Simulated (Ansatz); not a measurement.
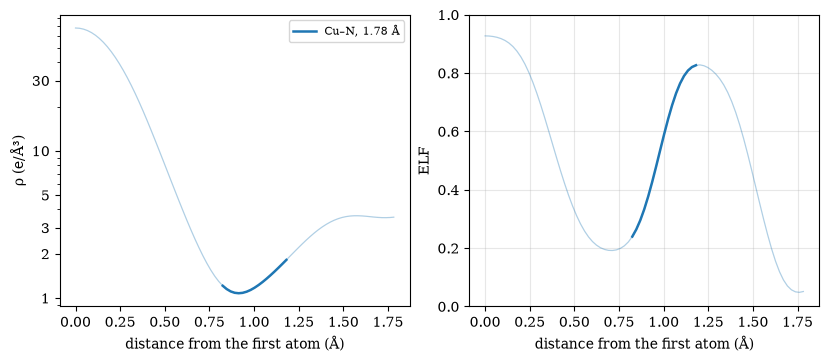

Cu10N (slab). Valence pseudo-density and ELF along straight lines between neighbouring atoms. Thin, pale parts lie inside the atomic spheres.

Computed without spin polarisation.

The calculation used DFT RPBE, scalar-relativistic, plane waves, PAW (Ansatz).

The density is the valence pseudo-density of a PAW calculation; it isn't the true density close to the nuclei.

What can be read from the curves?

Answer. Cu–N (1.78 Å): the density is about 1.1 e/Å³ at the midpoint; the ELF peaks at about 0.85 in the valence shell of N, 0.6 Å from its nucleus, and is about 0.35 at the midpoint.
